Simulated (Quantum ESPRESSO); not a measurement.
**PtS₂: single-point calculation (part 2 of 4)**

Continued. System: PtS₂ (C2/m, 3 atoms in the cell). Method: Kohn-Sham DFT of a periodic cell, PBEsol, DFT+U, PseudoDojo 0.4 SR PBEsol stringent, spin-polarised (Quantum ESPRESSO 7.5); cutoff 857.16 eV, 4×4×4 k-mesh, Gaussian smearing of 0.05 eV, collinear spins. The structure was built on a prototype by a generator; it need not be a known phase. The settings are looser than a standard set-up, so the numbers are not reference values.

Geometry of the input (Å; fractional positions):
```
3.1165  -1.9105  0.0000
3.1165  1.9105  0.0000
-0.0031  0.0000  4.3949
Pt 0.0000  0.0000  0.0000
S  0.6879  0.6879  0.2889
S  0.3121  0.3121  0.7111
```

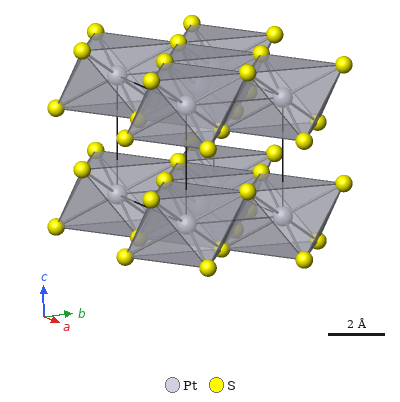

Figure 1. The structure as given in the input (polyhedral view of the cell 2 times as large as that of the calculation, set on its symmetry axes, seen slightly off an axis; polyhedra are completed across the faces of the cell).

What the program printed, continued:
```
     total energy              =    -304.42911570 Ry
     estimated scf accuracy    <       0.28716235 Ry

     total magnetization       =     4.00 Bohr mag/cell
     absolute magnetization    =     4.00 Bohr mag/cell

     iteration # 17     ecut=    63.00 Ry     beta= 0.30
     Davidson diagonalization with overlap
     ethr =  3.49E-08,  avg # of iterations =  1.0

     total energy              =    -304.42902747 Ry
     estimated scf accuracy    <       0.28699534 Ry

     total magnetization       =     4.00 Bohr mag/cell
     absolute magnetization    =     4.00 Bohr mag/cell

     iteration # 18     ecut=    63.00 Ry     beta= 0.30
     Davidson diagonalization with overlap
     ethr =  3.49E-08,  avg # of iterations =  1.0

     total energy              =    -304.42896290 Ry
     estimated scf accuracy    <       0.28706001 Ry

     total magnetization       =     4.00 Bohr mag/cell
     absolute magnetization    =     4.00 Bohr mag/cell

     iteration # 19     ecut=    63.00 Ry     beta= 0.30
     Davidson diagonalization with overlap
     ethr =  3.49E-08,  avg # of iterations =  1.0

     total energy              =    -304.42905813 Ry
     estimated scf accuracy    <       0.28699748 Ry

     total magnetization       =     4.00 Bohr mag/cell
     absolute magnetization    =     4.00 Bohr mag/cell

     iteration # 20     ecut=    63.00 Ry     beta= 0.30
     Davidson diagonalization with overlap
     ethr =  3.49E-08,  avg # of iterations =  1.7

     total energy              =    -304.42900848 Ry
     estimated scf accuracy    <       0.28716310 Ry

     total magnetization       =     4.00 Bohr mag/cell
     absolute magnetization    =     4.00 Bohr mag/cell

     iteration # 21     ecut=    63.00 Ry     beta= 0.30
     Davidson diagonalization with overlap
     ethr =  3.49E-08,  avg # of iterations =  1.0

     negative rho (up, down):  4.688E-01 7.464E-01

     total energy              =    -303.37292706 Ry
     estimated scf accuracy    <       0.28716853 Ry

     total magnetization       =     4.00 Bohr mag/cell
     absolute magnetization    =     4.00 Bohr mag/cell

     iteration # 22     ecut=    63.00 Ry     beta= 0.30
     Davidson diagonalization with overlap
     c_bands:  1 eigenvalues not converged
     c_bands:  2 eigenvalues not converged
     c_bands:  1 eigenvalues not converged
     c_bands:  1 eigenvalues not converged
     c_bands:  1 eigenvalues not converged
     c_bands:  1 eigenvalues not converged
     c_bands:  1 eigenvalues not converged
     c_bands:  2 eigenvalues not converged
     c_bands:  1 eigenvalues not converged
     c_bands:  1 eigenvalues not converged
     c_bands:  1 eigenvalues not converged
     c_bands:  1 eigenvalues not converged
     c_bands:  1 eigenvalues not converged
     c_bands:  1 eigenvalues not converged
     c_bands:  1 eigenvalues not converged
     c_bands:  1 eigenvalues not converged
     c_bands:  1 eigenvalues not converged
     c_bands:  2 eigenvalues not converged
     ethr =  3.49E-08,  avg # of iterations = 15.9

     total energy              =    -304.07159089 Ry
     estimated scf accuracy    <       2.49189143 Ry

     total magnetization       =     4.00 Bohr mag/cell
     absolute magnetization    =     4.49 Bohr mag/cell

     iteration # 23     ecut=    63.00 Ry     beta= 0.30
     Davidson diagonalization with overlap
     c_bands:  1 eigenvalues not converged
     c_bands:  1 eigenvalues not converged
     c_bands:  1 eigenvalues not converged
     c_bands:  1 eigenvalues not converged
     c_bands:  1 eigenvalues not converged
     c_bands:  1 eigenvalues not converged
     c_bands:  1 eigenvalues not converged
     c_bands:  1 eigenvalues not converged
     c_bands:  1 eigenvalues not converged
     c_bands:  1 eigenvalues not converged
     c_bands:  1 eigenvalues not converged
     c_bands:  1 eigenvalues not converged
     c_bands:  1 eigenvalues not converged
     c_bands:  2 eigenvalues not converged
     c_bands:  1 eigenvalues not converged
     c_bands:  1 eigenvalues not converged
     c_bands:  1 eigenvalues not converged
     c_bands:  1 eigenvalues not converged
     c_bands:  1 eigenvalues not converged
     c_bands:  1 eigenvalues not converged
     ethr =  3.49E-08,  avg # of iterations = 15.5

     total energy              =    -304.59779479 Ry
     estimated scf accuracy    <       0.15258289 Ry

     total magnetization       =     4.00 Bohr mag/cell
     absolute magnetization    =     4.00 Bohr mag/cell

     iteration # 24     ecut=    63.00 Ry     beta= 0.30
     Davidson diagonalization with overlap
     ethr =  3.49E-08,  avg # of iterations =  8.4

     total energy              =    -304.67031063 Ry
     estimated scf accuracy    <       0.12091007 Ry

     total magnetization       =     4.00 Bohr mag/cell
     absolute magnetization    =     4.00 Bohr mag/cell

     iteration # 25     ecut=    63.00 Ry     beta= 0.30
     Davidson diagonalization with overlap
     ethr =  3.49E-08,  avg # of iterations =  3.9

     total energy              =    -304.66608462 Ry
     estimated scf accuracy    <       0.10017042 Ry

     total magnetization       =     4.00 Bohr mag/cell
     absolute magnetization    =     4.00 Bohr mag/cell

     iteration # 26     ecut=    63.00 Ry     beta= 0.30
     Davidson diagonalization with overlap
     ethr =  3.49E-08,  avg # of iterations =  7.3

     total energy              =    -304.72178749 Ry
     estimated scf accuracy    <       0.05858871 Ry

     total magnetization       =     4.00 Bohr mag/cell
     absolute magnetization    =     4.00 Bohr mag/cell

     iteration # 27     ecut=    63.00 Ry     beta= 0.30
     Davidson diagonalization with overlap
     ethr =  3.49E-08,  avg # of iterations =  4.4

     total energy              =    -304.71897048 Ry
     estimated scf accuracy    <       0.06991380 Ry

     total magnetization       =     4.00 Bohr mag/cell
     absolute magnetization    =     4.00 Bohr mag/cell

     iteration # 28     ecut=    63.00 Ry     beta= 0.30
     Davidson diagonalization with overlap
     ethr =  3.49E-08,  avg # of iterations =  5.9

     negative rho (up, down):  0.000E+00 2.479E-02

     total energy              =    -304.03215613 Ry
     estimated scf accuracy    <       0.06914545 Ry

     total magnetization       =     4.00 Bohr mag/cell
     absolute magnetization    =     4.00 Bohr mag/cell

     iteration # 29     ecut=    63.00 Ry     beta= 0.30
     Davidson diagonalization with overlap
     c_bands:  1 eigenvalues not converged
     ethr =  3.49E-08,  avg # of iterations =  9.9

     total energy              =    -304.65687847 Ry
     estimated scf accuracy    <       0.50612266 Ry

     total magnetization       =     4.00 Bohr mag/cell
     absolute magnetization    =     4.00 Bohr mag/cell

     iteration # 30     ecut=    63.00 Ry     beta= 0.30
     Davidson diagonalization with overlap
     ethr =  3.49E-08,  avg # of iterations =  8.6

     total energy              =    -304.70625836 Ry
     estimated scf accuracy    <       0.07015113 Ry

     total magnetization       =     4.00 Bohr mag/cell
     absolute magnetization    =     4.00 Bohr mag/cell

     iteration # 31     ecut=    63.00 Ry     beta= 0.30
     Davidson diagonalization with overlap
     ethr =  3.49E-08,  avg # of iterations =  7.4

     total energy              =    -304.74548836 Ry
     estimated scf accuracy    <       0.09901818 Ry

     total magnetization       =     4.00 Bohr mag/cell
     absolute magnetization    =     4.00 Bohr mag/cell

     iteration # 32     ecut=    63.00 Ry     beta= 0.30
     Davidson diagonalization with overlap
     ethr =  3.49E-08,  avg # of iterations =  6.1

     total energy              =    -304.75936057 Ry
     estimated scf accuracy    <       0.10951767 Ry

     total magnetization       =     4.00 Bohr mag/cell
     absolute magnetization    =     4.00 Bohr mag/cell

     iteration # 33     ecut=    63.00 Ry     beta= 0.30
     Davidson diagonalization with overlap
     ethr =  3.49E-08,  avg # of iterations =  3.4

     total energy              =    -304.75293289 Ry
     estimated scf accuracy    <       0.11982782 Ry

     total magnetization       =     4.00 Bohr mag/cell
     absolute magnetization    =     4.00 Bohr mag/cell

     iteration # 34     ecut=    63.00 Ry     beta= 0.30
     Davidson diagonalization with overlap
     ethr =  3.49E-08,  avg # of iterations =  4.2

     total energy              =    -304.75935051 Ry
     estimated scf accuracy    <       0.10664732 Ry

     total magnetization       =     4.00 Bohr mag/cell
     absolute magnetization    =     4.00 Bohr mag/cell

     iteration # 35     ecut=    63.00 Ry     beta= 0.30
     Davidson diagonalization with overlap
     ethr =  3.49E-08,  avg # of iterations =  4.7

     total energy              =    -304.76690913 Ry
     estimated scf accuracy    <       0.11246488 Ry

     total magnetization       =     4.00 Bohr mag/cell
     absolute magnetization    =     4.00 Bohr mag/cell

     iteration # 36     ecut=    63.00 Ry     beta= 0.30
     Davidson diagonalization with overlap
     ethr =  3.49E-08,  avg # of iterations =  4.9

     total energy              =    -304.76943885 Ry
     estimated scf accuracy    <       0.09847434 Ry

     total magnetization       =     4.00 Bohr mag/cell
     absolute magnetization    =     4.00 Bohr mag/cell

     iteration # 37     ecut=    63.00 Ry     beta= 0.30
     Davidson diagonalization with overlap
     ethr =  3.49E-08,  avg # of iterations =  3.7

     total energy              =    -304.77838079 Ry
     estimated scf accuracy    <       0.08283650 Ry

     total magnetization       =     4.00 Bohr mag/cell
     absolute magnetization    =     4.00 Bohr mag/cell

     iteration # 38     ecut=    63.00 Ry     beta= 0.30
     Davidson diagonalization with overlap
     ethr =  3.49E-08,  avg # of iterations =  5.2

     total energy              =    -304.77937649 Ry
     estimated scf accuracy    <       0.05003875 Ry

     total magnetization       =     4.00 Bohr mag/cell
     absolute magnetization    =     4.00 Bohr mag/cell

     iteration # 39     ecut=    63.00 Ry     beta= 0.30
     Davidson diagonalization with overlap
     ethr =  3.49E-08,  avg # of iterations =  4.3

     total energy              =    -304.77760177 Ry
     estimated scf accuracy    <       0.04207564 Ry

     total magnetization       =     4.00 Bohr mag/cell
     absolute magnetization    =     4.00 Bohr mag/cell

     iteration # 40     ecut=    63.00 Ry     beta= 0.30
     Davidson diagonalization with overlap
     ethr =  3.49E-08,  avg # of iterations =  3.0

     total energy              =    -304.77563538 Ry
     estimated scf accuracy    <       0.04349768 Ry

     total magnetization       =     4.00 Bohr mag/cell
     absolute magnetization    =     4.00 Bohr mag/cell

     iteration # 41     ecut=    63.00 Ry     beta= 0.30
     Davidson diagonalization with overlap
     ethr =  3.49E-08,  avg # of iterations =  2.1

     total energy              =    -304.78018843 Ry
     estimated scf accuracy    <       0.04517653 Ry

     total magnetization       =     4.00 Bohr mag/cell
     absolute magnetization    =     4.00 Bohr mag/cell

     iteration # 42     ecut=    63.00 Ry     beta= 0.30
     Davidson diagonalization with overlap
     ethr =  3.49E-08,  avg # of iterations =  5.1

     total energy              =    -304.78326479 Ry
     estimated scf accuracy    <       0.03042376 Ry

     total magnetization       =     4.00 Bohr mag/cell
     absolute magnetization    =     4.00 Bohr mag/cell

     iteration # 43     ecut=    63.00 Ry     beta= 0.30
     Davidson diagonalization with overlap
     ethr =  3.49E-08,  avg # of iterations =  7.9

     total energy              =    -304.79715966 Ry
     estimated scf accuracy    <       0.00322556 Ry

     total magnetization       =     4.00 Bohr mag/cell
     absolute magnetization    =     4.00 Bohr mag/cell

     iteration # 44     ecut=    63.00 Ry     beta= 0.30
     Davidson diagonalization with overlap
     ethr =  3.49E-08,  avg # of iterations =  4.7

     total energy              =    -304.79889522 Ry
     estimated scf accuracy    <       0.00122978 Ry

     total magnetization       =     4.00 Bohr mag/cell
     absolute magnetization    =     4.00 Bohr mag/cell

     iteration # 45     ecut=    63.00 Ry     beta= 0.30
     Davidson diagonalization with overlap
     ethr =  3.49E-08,  avg # of iterations =  4.2

     total energy              =    -304.79942586 Ry
     estimated scf accuracy    <       0.00117610 Ry

     total magnetization       =     4.00 Bohr mag/cell
     absolute magnetization    =     4.00 Bohr mag/cell

     iteration # 46     ecut=    63.00 Ry     beta= 0.30
     Davidson diagonalization with overlap
     ethr =  3.49E-08,  avg # of iterations =  4.0

     total energy              =    -304.79968741 Ry
     estimated scf accuracy    <       0.00006189 Ry

     total magnetization       =     4.00 Bohr mag/cell
     absolute magnetization    =     4.00 Bohr mag/cell

     iteration # 47     ecut=    63.00 Ry     beta= 0.30
     Davidson diagonalization with overlap
     ethr =  3.49E-08,  avg # of iterations =  2.1

     total energy              =    -304.79971188 Ry
     estimated scf accuracy    <       0.00004029 Ry

     total magnetization       =     4.00 Bohr mag/cell
     absolute magnetization    =     4.00 Bohr mag/cell

     iteration # 48     ecut=    63.00 Ry     beta= 0.30
     Davidson diagonalization with overlap
     ethr =  3.49E-08,  avg # of iterations =  2.0

     total energy              =    -304.79973671 Ry
     estimated scf accuracy    <       0.00001955 Ry

     total magnetization       =     4.00 Bohr mag/cell
     absolute magnetization    =     4.00 Bohr mag/cell

     iteration # 49     ecut=    63.00 Ry     beta= 0.30
     Davidson diagonalization with overlap
     ethr =  3.49E-08,  avg # of iterations =  1.5

     total energy              =    -304.79973908 Ry
     estimated scf accuracy    <       0.00000184 Ry

     total magnetization       =     4.00 Bohr mag/cell
     absolute magnetization    =     4.00 Bohr mag/cell

     iteration # 50     ecut=    63.00 Ry     beta= 0.30
     Davidson diagonalization with overlap
     ethr =  6.13E-09,  avg # of iterations =  2.0

     total energy              =    -304.79973999 Ry
     estimated scf accuracy    <       0.00000104 Ry

     total magnetization       =     4.00 Bohr mag/cell
     absolute magnetization    =     4.00 Bohr mag/cell

     iteration # 51     ecut=    63.00 Ry     beta= 0.30
     Davidson diagonalization with overlap
     ethr =  3.46E-09,  avg # of iterations =  1.6

     Magnetic moment per site  (integrated on atomic sphere of radius R)
     atom   1 (R=0.262)  charge= 14.5090  magn=  1.0086
     atom   2 (R=0.262)  charge=  3.7624  magn=  0.9526
     atom   3 (R=0.262)  charge=  3.7624  magn=  0.9526

     End of self-consistent calculation

     =================== HUBBARD OCCUPATIONS ===================
     ------------------------ ATOM    1 ------------------------
     Tr[ns(  1)] (up, down, total) =   4.94600  4.30850  9.25450
     Atomic magnetic moment for atom   1 =   0.63749
     SPIN  1
     eigenvalues:
       0.981  0.989  0.991  0.992  0.993
     eigenvectors (columns):
      -0.104  0.000  0.721  0.000  0.685
       0.759  0.000  0.503 -0.000 -0.413
       0.000  0.067 -0.000 -0.998  0.001
       0.642 -0.000 -0.477  0.000  0.600
       0.000  0.998 -0.000  0.067 -0.000
     occupation matrix ns (before diag.):
       0.992 -0.000  0.000  0.002 -0.000
      -0.000  0.985 -0.000 -0.005 -0.000
       0.000 -0.000  0.992  0.000 -0.000
       0.002 -0.005  0.000  0.988 -0.000
      -0.000 -0.000 -0.000 -0.000  0.989
     SPIN  2
     eigenvalues:
       0.779  0.792  0.901  0.902  0.935
     eigenvectors (columns):
      -0.000 -0.066 -0.802 -0.005  0.593
       0.000 -0.770 -0.337 -0.003 -0.542
      -0.703  0.000 -0.005  0.711 -0.001
      -0.000 -0.634  0.493  0.004  0.595
       0.711 -0.000 -0.005  0.703 -0.001
     occupation matrix ns (before diag.):
       0.912 -0.016 -0.000  0.007  0.000
      -0.016  0.846  0.000 -0.064  0.000
      -0.000  0.000  0.841 -0.000  0.062
       0.007 -0.064 -0.000  0.869  0.000
       0.000  0.000  0.062  0.000  0.840

     Number of occupied Hubbard levels =    9.2545

 ------ SPIN UP ------------

          k = 0.0000 0.0000 0.0000 (  2983 PWs)   bands (ev):

   -86.6238 -40.9898 -40.8076 -40.7141  -4.2538  -0.5154   3.4173   4.0942
     4.1341   6.8930   6.9560   8.9194   9.6816  10.4442  11.0572  11.4045
    12.1510  15.0984  16.1206  17.8478  20.1849  22.7252  23.3566  23.5425
    24.2810

          k = 0.0000 0.0000 0.2079 (  2981 PWs)   bands (ev):

   -86.6242 -40.9898 -40.8068 -40.7143  -3.8972  -1.4596   4.1172   4.2371
     4.5502   6.7915   6.9074   8.8167   9.2160   9.4395  10.3314  12.4740
    12.8325  15.7782  17.3829  18.0511  19.6784  21.4345  21.7353  22.3632
    23.8192

          k = 0.0000 0.0000-0.4159 (  3000 PWs)   bands (ev):

   -86.6254 -40.9907 -40.8087 -40.7142  -3.0066  -2.7715   4.1390   4.3982
     5.7713   6.7043   6.9675   8.2778   8.5567   9.1902   9.5034  13.3940
    13.5735  17.2112  18.1591  18.5935  18.6057  20.5891  20.6470  21.2068
    22.0292

          k = 0.1466 0.2392 0.0001 (  2992 PWs)   bands (ev):

   -86.6235 -40.9932 -40.8117 -40.7145  -3.6869  -1.3861   4.1681   4.4798
     5.0603   6.1925   6.7827   7.7441   8.8972   9.0640   9.6689  12.6444
    13.0570  17.0388  17.2884  18.5515  20.4112  20.8547  21.1968  22.0607
    24.3569

          k = 0.1466 0.2392 0.2080 (  2981 PWs)   bands (ev):

   -86.6234 -40.9926 -40.8119 -40.7139  -3.5956  -1.4718   3.5726   4.2856
     5.2216   6.0017   6.9934   7.8017   9.4691  10.1513  11.0550  11.3288
    11.8093  15.8826  17.0324  18.9103  20.8008  21.3114  22.3725  23.4537
    24.6242

          k = 0.1466 0.2392-0.4158 (  2971 PWs)   bands (ev):

   -86.6234 -40.9925 -40.8114 -40.7134  -3.0824  -2.2647   3.9511   4.3404
     4.8323   6.4447   6.9441   7.7989   9.4048   9.7462  10.4444  11.8953
    12.3503  16.0570  17.4445  20.0935  20.5007  20.6819  21.6872  22.3246
    24.7092

          k = 0.1466 0.2392-0.2078 (  2981 PWs)   bands (ev):

   -86.6234 -40.9927 -40.8118 -40.7138  -3.2821  -2.0535   4.2117   4.5803
     5.3030   6.3720   6.5978   7.9467   8.6495   8.9644   9.2941  12.8925
    13.5727  17.6161  17.9395  18.5585  19.3246  19.7834  21.6219  22.2224
    24.0053

          k =-0.2932-0.4783-0.0002 (  2996 PWs)   bands (ev):

   -86.6251 -40.9962 -40.8148 -40.7138  -2.7991  -2.2983   4.0706   4.7830
     5.1070   7.2397   7.4564   7.5544   7.7033   8.3932   8.4021  11.4913
    13.8229  17.5916  18.5386  19.0756  19.1300  21.2227  22.3722  23.0724
    24.8610

          k =-0.2932-0.4783 0.2077 (  2995 PWs)   bands (ev):

   -86.6249 -40.9959 -40.8154 -40.7141  -3.0081  -1.9782   3.6634   4.5381
     4.7302   7.2651   7.4080   7.7470   8.0764   8.2357   9.3812  12.3894
    12.9206  16.4086  17.1041  20.4589  20.6553  21.7858  22.5410  23.4596
    24.4571

          k =-0.2932-0.4783-0.4161 (  2972 PWs)   bands (ev):
```
